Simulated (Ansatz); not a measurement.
Ta$_{12}$N: geometry relaxation (part 2 of 2)

The same run, continued: Ta$_{12}$N (slab, 13 atoms in the cell); DFT PBE, scalar-relativistic, plane waves, PAW, PAW set soft_1, no spin polarisation (Ansatz 0.2.0); cutoff 420 eV, 6×6×1 k-mesh, Gaussian smearing of 0.1 eV. The structure derives from an entry of the Crystallography Open Database. The input holds or restrains some coordinates. Forces given for the steps count only the free coordinates.

Geometry of the input (Å; fractional positions):
```
5.9724  0.0000  0.0000
-2.9862  5.1722  0.0000
0.0000  0.0000  20.3076
Ta 0.3333  0.1667  0.1970
Ta 0.3333  0.6667  0.1970
Ta 0.8333  0.1667  0.1970
Ta 0.8333  0.6667  0.1970
Ta 0.1667  0.3333  0.3153
Ta 0.1667  0.8333  0.3153
Ta 0.6667  0.3333  0.3153
Ta 0.6667  0.8333  0.3153
Ta 0.0000  0.0000  0.4337
Ta 0.0000  0.5000  0.4337
Ta 0.5000  0.0000  0.4337
Ta 0.5000  0.5000  0.4337
N  0.1667  0.0833  0.5204
```

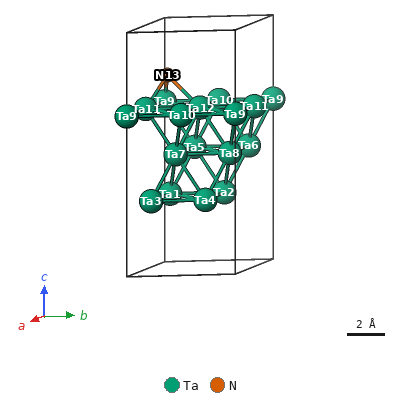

*The geometry at step 3 of the log (ball-and-stick view of the cell of the calculation, with the vacuum cut short, seen slightly off an axis; atoms are numbered from 1 in the order of the input).*

```
SCF converged after 3 iterations
Free energy (F): -119571.117823 eV
Harris-Foulkes:  -119571.117823 eV  (|F-HF|=9.71e-9)
Internal energy: -119571.024502 eV  (E = F + TS)
E sigma→0 (E₀):  -119571.071163 eV
Entropy (-TS):   -0.093321 eV (-7.179 meV/atom)
Fermi energy:    3.514882 eV
Dipole field:    D = -0.041958 V/Å  (p = -0.145457 e·Å, saw-weighted, corrected)
Work function:   Φ+ = 5.5002 eV   Φ− = 4.6481 eV
Levels:          The Fermi level and band energies are counted from a zero that moves with the ramp; work functions are not
--- Per-component energies (eV) ---
  E_band       = -3689.894123
  E_kinetic    = 4810.275297
  E_local      = -113333.460772  (includes V_loc(G=0)·N_el)
  E_nonlocal   = -95.503997
  E_hartree    = 54519.811711
  E_xc         = -3894.480048
  E_vxc        = -2851.917419  (∫ρ·V_xc dr)
  E_paw        = -99780.947823  (= ΣΔE_a)
  E_vpaw       = -1253.804498  (= ΣTr[D̂ρ^β])
  E_aug_tail   = 0.001919  (compensation charges beyond the density's cutoff)
  E_efield     = 0.003052  (sawtooth field / dipole correction)
  E_vefield    = -5.105430  (∫n·V_field dr)
  E_ewald      = 38203.276159
  E_smearing   = -0.093321  (= −TS)
  E_closure    = 0.000000  (closes the sum)
  Σ components = -119571.117823   (vs F -119571.117823, Δ=0.00e0)
--- Forces (eV/Å), atoms counted from 1 ---
  atom   1  Ta    -0.08225043    -0.04748731    -0.06845216
  atom   2  Ta    -0.00793534    -0.00458147    -0.08468480
  atom   3  Ta     0.08536981    -0.04178258    -0.14279717
  atom   4  Ta     0.00650013     0.09482371    -0.14279717
  atom   5  Ta     0.08526056     0.29118572    -0.06556433
  atom   6  Ta     0.29480451    -0.07175505    -0.06556433
  atom   7  Ta     0.07987248     0.04611440     0.50857241
  atom   8  Ta    -0.14547219    -0.08398841     0.09479006
  atom   9  Ta    -1.87058857    -1.07998481    -0.72617980
  atom  10  Ta    -0.52438463    -0.30275361    -0.29380512
  atom  11  Ta    -0.12655029    -0.28183584     0.50011243
  atom  12  Ta    -0.30735214     0.03132216     0.50011243
  atom  13  N      2.51273555     1.45072855    -0.01374257
  max |Σ_I F_I| component: 9.45e-6 eV/Å
--- Band table (eV; the first three rows and the last of 13) ---
  k-point 0: bands = ["-64.4266", "-64.3815", "-64.3813", "-64.2878", "-64.2269", "-64.2262", "-64.2238", "-64.1913", "-64.1350", "-64.1080", "-64.1012", "-63.6222", "-31.2437", "-31.2327", "-31.2174", "-31.2106", "-31.1747", "-31.1540", "-31.1289", "-31.1023", "-31.0897", "-31.0873", "-30.9367", "-30.8782", "-30.8730", "-30.7200", "-30.7082", "-30.7075", "-30.6882", "-30.5798", "-30.5697", "-30.5534", "-30.5287", "-30.5077", "-30.5025", "-30.4754", "-30.4712", "-30.4672", "-30.4016", "-30.4012", "-30.3925", "-30.3372", "-30.3341", "-30.3109", "-30.2544", "-30.2515", "-30.0847", "-30.0728", "-9.2004", "-3.9660", "-2.3015", "-1.3774", "-0.7765", "-0.7442", "-0.6642", "-0.6292", "-0.5575", "-0.4693", "-0.0286", "0.0305", "0.2524", "0.3594", "0.4145", "0.4793", "1.0627", "1.2150", "1.4250", "1.8245", "2.2194", "2.6570", "2.9516", "3.1302", "3.2285", "3.4202", "3.4868", "3.5517", "3.6352", "3.6475", "3.8082", "3.8591", "4.0160", "4.1044", "4.1047", "4.1208", "4.1744", "4.2909", "4.3587", "4.3813", "4.5673", "4.6007", "4.8417", "5.0107", "5.3704", "5.6912", "5.8539", "5.9186", "6.3186"]
  k-point 1: bands = ["-64.4239", "-64.3840", "-64.3814", "-64.2837", "-64.2301", "-64.2267", "-64.2243", "-64.1895", "-64.1344", "-64.1099", "-64.1017", "-63.6223", "-31.2251", "-31.2017", "-31.1890", "-31.1800", "-31.1499", "-31.1302", "-31.1005", "-31.0733", "-31.0626", "-31.0483", "-30.9344", "-30.8879", "-30.8802", "-30.7311", "-30.7137", "-30.7020", "-30.6979", "-30.6018", "-30.5800", "-30.5717", "-30.5519", "-30.5334", "-30.5027", "-30.4759", "-30.4635", "-30.4604", "-30.4314", "-30.4213", "-30.3884", "-30.3808", "-30.3483", "-30.3201", "-30.2906", "-30.2616", "-30.1045", "-30.0870", "-9.1932", "-3.7327", "-2.0738", "-1.1397", "-0.8172", "-0.6467", "-0.5902", "-0.4985", "-0.3841", "-0.3205", "0.0941", "0.1903", "0.4350", "0.5229", "0.5735", "0.6311", "1.0952", "1.2702", "1.4696", "1.8434", "2.1769", "2.5983", "2.8361", "3.1040", "3.2081", "3.2611", "3.3369", "3.3880", "3.4248", "3.4927", "3.6586", "3.8417", "3.9938", "4.0185", "4.0334", "4.0895", "4.2100", "4.2153", "4.2535", "4.3458", "4.4601", "4.5427", "4.6420", "4.7214", "4.9850", "5.3376", "5.6352", "5.8773", "6.1162"]
  k-point 2: bands = ["-64.4168", "-64.3908", "-64.3814", "-64.2725", "-64.2414", "-64.2267", "-64.2245", "-64.1856", "-64.1325", "-64.1151", "-64.1023", "-63.6226", "-31.1817", "-31.1416", "-31.1339", "-31.1042", "-31.0839", "-31.0685", "-31.0374", "-31.0082", "-30.9965", "-30.9377", "-30.9299", "-30.9008", "-30.8854", "-30.7652", "-30.7591", "-30.6986", "-30.6841", "-30.6752", "-30.6348", "-30.6291", "-30.5741", "-30.5500", "-30.5287", "-30.5026", "-30.5004", "-30.4802", "-30.4616", "-30.4423", "-30.4319", "-30.4208", "-30.3869", "-30.3617", "-30.3059", "-30.2870", "-30.1577", "-30.1009", "-9.1791", "-3.0825", "-1.4802", "-1.3031", "-0.5374", "-0.5111", "-0.2189", "-0.1737", "-0.0114", "0.1100", "0.3209", "0.5141", "0.8092", "0.9281", "1.0798", "1.1046", "1.2379", "1.4682", "1.6490", "1.8507", "2.0859", "2.3316", "2.4200", "2.6456", "2.7481", "2.7787", "2.9429", "3.0674", "3.3152", "3.4089", "3.4456", "3.4950", "3.5187", "3.6246", "3.6872", "3.7346", "3.8512", "4.0531", "4.1509", "4.1905", "4.4259", "4.5584", "4.6136", "4.6313", "4.9701", "5.1885", "5.2709", "5.6224", "5.8961"]
  k-point 12: bands = ["-64.4109", "-64.3967", "-64.3813", "-64.2581", "-64.2558", "-64.2262", "-64.2250", "-64.1833", "-64.1346", "-64.1097", "-64.1079", "-63.6227", "-31.1374", "-31.1288", "-31.1047", "-31.0943", "-31.0349", "-31.0243", "-30.9787", "-30.9619", "-30.9476", "-30.9445", "-30.9104", "-30.8487", "-30.8138", "-30.8017", "-30.7745", "-30.7403", "-30.7268", "-30.7120", "-30.6415", "-30.6247", "-30.6209", "-30.5925", "-30.5590", "-30.5582", "-30.5466", "-30.4936", "-30.4547", "-30.4462", "-30.4389", "-30.4334", "-30.4274", "-30.3345", "-30.3244", "-30.3159", "-30.1827", "-30.1014", "-9.1601", "-2.2333", "-2.1605", "-0.8805", "-0.6540", "-0.0246", "0.0599", "0.1602", "0.3150", "0.3381", "0.4582", "0.4588", "0.8912", "1.1472", "1.4226", "1.4692", "1.6294", "1.6747", "1.6810", "1.8557", "2.0836", "2.1663", "2.1953", "2.3735", "2.3995", "2.4606", "2.7286", "2.7872", "2.8826", "2.9129", "3.1015", "3.1456", "3.2335", "3.2404", "3.3030", "3.6697", "3.7716", "3.7861", "4.0405", "4.1032", "4.5629", "4.6271", "4.9652", "5.0296", "5.1565", "5.4282", "5.4374", "5.4660", "5.6233"]
--- Relaxed structure (4 steps of the walk, 4 accepted, 0 SCFs on fresh bases) ---
  F+E_penalty+E_count = -119571.11782292 eV   max|allowed force component| = 1.374e-2 eV/Å
  atoms:
    - { symbol: Ta, position: [0.3333333333, 0.16666666665000004, 0.19697076559999993] }
    - { symbol: Ta, position: [0.3333333332999999, 0.6666666666499999, 0.19697076559999993] }
    - { symbol: Ta, position: [0.8333333333, 0.16666666665000004, 0.19697076559999993] }
    - { symbol: Ta, position: [0.8333333332999999, 0.6666666666499999, 0.19697076559999993] }
    - { symbol: Ta, position: [0.16666666669999994, 0.33333333334999987, 0.31532614479999993] }
    - { symbol: Ta, position: [0.16666666669999985, 0.8333333333499998, 0.31532614479999993] }
    - { symbol: Ta, position: [0.6666666666999999, 0.33333333334999987, 0.31532614479999993] }
    - { symbol: Ta, position: [0.6666666666999999, 0.8333333333499997, 0.31532614479999993] }
    - { symbol: Ta, position: [-6.162975822039155e-33, 4.3768407701941487e-17, 0.4337090489999999] }
    - { symbol: Ta, position: [-5.551115123125783e-17, 0.4999999999999999, 0.4337090489999999] }
    - { symbol: Ta, position: [0.5, 4.3768407701916256e-17, 0.4337090489999999] }
    - { symbol: Ta, position: [0.4999999999999999, 0.49999999999999983, 0.4337090489999999] }
    - { symbol: N, position: [0.16666666669999997, 0.08333333334999998, 0.5110237455114215] }
```

## Trajectory as extended XYZ (Å, eV, eV/Å), 4 frames, from step=1 to step=4
```
13
Lattice="5.9724 0.0000 0.0000 -2.9862 5.1722 0.0000 0.0000 0.0000 20.3076" Properties=species:S:1:pos:R:3:forces:R:3 step=1 energy=-119570.69997
Ta    1.4931    0.8620    4.0000   -0.0730  -0.0421  -0.0832
Ta    0.0000    3.4481    4.0000   -0.0110  -0.0063  -0.0643
Ta    4.4793    0.8620    4.0000    0.0809  -0.0393  -0.1480
Ta    2.9862    3.4481    4.0000    0.0065   0.0897  -0.1480
Ta    0.0000    1.7241    6.4035    0.0749   0.2509  -0.0557
Ta   -1.4931    4.3102    6.4035    0.2547  -0.0605  -0.0557
Ta    2.9862    1.7241    6.4035    0.0538   0.0311   0.4405
Ta    1.4931    4.3102    6.4035   -0.1196  -0.0690   0.0308
Ta    0.0000    0.0000    8.8076   -0.1659  -0.0958   3.0290
Ta   -1.4931    2.5861    8.8076   -0.4338  -0.2505  -0.1050
Ta    2.9862    0.0000    8.8076   -0.0238  -0.2481   0.5205
Ta    1.4931    2.5861    8.8076   -0.2267   0.1034   0.5205
N     0.7465    0.4310   10.5676    0.5830   0.3366  -3.8828
13
Lattice="5.9724 0.0000 0.0000 -2.9862 5.1722 0.0000 0.0000 0.0000 20.3076" Properties=species:S:1:pos:R:3:forces:R:3 step=2 energy=-119571.11755
Ta    1.4931    0.8620    4.0000   -0.0826  -0.0477  -0.0680
Ta    0.0000    3.4481    4.0000   -0.0076  -0.0044  -0.0852
Ta    4.4793    0.8620    4.0000    0.0856  -0.0423  -0.1425
Ta    2.9862    3.4481    4.0000    0.0062   0.0953  -0.1425
Ta    0.0000    1.7241    6.4035    0.0854   0.2922  -0.0656
Ta   -1.4931    4.3102    6.4035    0.2958  -0.0721  -0.0656
Ta    2.9862    1.7241    6.4035    0.0805   0.0465   0.5101
Ta    1.4931    4.3102    6.4035   -0.1459  -0.0843   0.0971
Ta    0.0000    0.0000    8.8076   -1.9385  -1.1192  -0.8614
Ta   -1.4931    2.5861    8.8076   -0.5273  -0.3045  -0.2988
Ta    2.9862    0.0000    8.8076   -0.1281  -0.2826   0.4991
Ta    1.4931    2.5861    8.8076   -0.3088   0.0303   0.4991
N     0.7465    0.4310   10.3729    2.5858   1.4929   0.1266
13
Lattice="5.9724 0.0000 0.0000 -2.9862 5.1722 0.0000 0.0000 0.0000 20.3076" Properties=species:S:1:pos:R:3:forces:R:3 step=3 energy=-119571.11782
Ta    1.4931    0.8620    4.0000   -0.0823  -0.0475  -0.0685
Ta    0.0000    3.4481    4.0000   -0.0079  -0.0046  -0.0847
Ta    4.4793    0.8620    4.0000    0.0854  -0.0418  -0.1428
Ta    2.9862    3.4481    4.0000    0.0065   0.0949  -0.1428
Ta    0.0000    1.7241    6.4035    0.0853   0.2912  -0.0655
Ta   -1.4931    4.3102    6.4035    0.2948  -0.0718  -0.0655
Ta    2.9862    1.7241    6.4035    0.0799   0.0461   0.5086
Ta    1.4931    4.3102    6.4035   -0.1455  -0.0840   0.0947
Ta    0.0000    0.0000    8.8076   -1.8703  -1.0798  -0.7258
Ta   -1.4931    2.5861    8.8076   -0.5244  -0.3027  -0.2939
Ta    2.9862    0.0000    8.8076   -0.1267  -0.2818   0.5001
Ta    1.4931    2.5861    8.8076   -0.3074   0.0312   0.5001
N     0.7465    0.4310   10.3777    2.5127   1.4507  -0.0139
13
Lattice="5.9724 0.0000 0.0000 -2.9862 5.1722 0.0000 0.0000 0.0000 20.3076" Properties=species:S:1:pos:R:3:forces:R:3 step=4 energy=-119571.11782
Ta    1.4931    0.8620    4.0000   -0.0823  -0.0475  -0.0685
Ta    0.0000    3.4481    4.0000   -0.0079  -0.0046  -0.0847
Ta    4.4793    0.8620    4.0000    0.0854  -0.0418  -0.1428
Ta    2.9862    3.4481    4.0000    0.0065   0.0948  -0.1428
Ta    0.0000    1.7241    6.4035    0.0853   0.2912  -0.0656
Ta   -1.4931    4.3102    6.4035    0.2948  -0.0718  -0.0656
Ta    2.9862    1.7241    6.4035    0.0799   0.0461   0.5086
Ta    1.4931    4.3102    6.4035   -0.1455  -0.0840   0.0948
Ta    0.0000    0.0000    8.8076   -1.8706  -1.0800  -0.7262
Ta   -1.4931    2.5861    8.8076   -0.5244  -0.3028  -0.2938
Ta    2.9862    0.0000    8.8076   -0.1265  -0.2818   0.5001
Ta    1.4931    2.5861    8.8076   -0.3074   0.0313   0.5001
N     0.7465    0.4310   10.3777    2.5127   1.4507  -0.0137
```

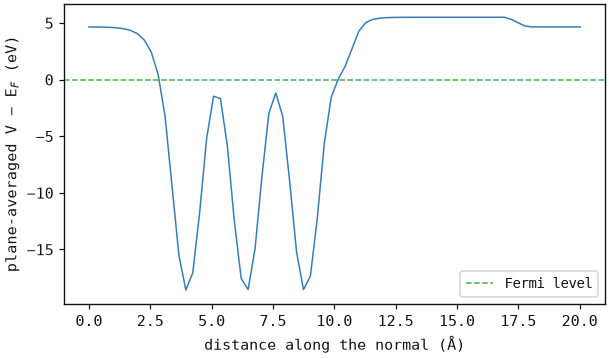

*Plane average of the electrostatic potential energy of an electron across the cell, from the Fermi level.*

The vacuum level lies 5.50 eV above the Fermi level on the upper side and 4.65 eV on the lower.

## Key numbers

| quantity | value |
| --- | --- |
| outcome | converged under the restraints of the input |
| electrons treated | 161 |
| free energy | −119571.1178 eV |
| work function, top face | 5.50 eV |
| work function, bottom face | 4.65 eV |
| Fermi energy | 3.515 eV |
| gap on the k-point mesh | none (metallic) |
| final volume | 627.31 Å³ |
| work function (upper face) | 5.50 eV |
| largest force (length of the vector) at the end, held atoms and coordinates included | 2.901 eV/Å |
| wall time | 62 s (CPU time 4 min) |
| peak memory | 1.7 GiB |

Spin–orbit coupling is left out, which matters for Ta. The cell holds an odd number of electrons but the run has no spin polarisation, so a band is left half filled.
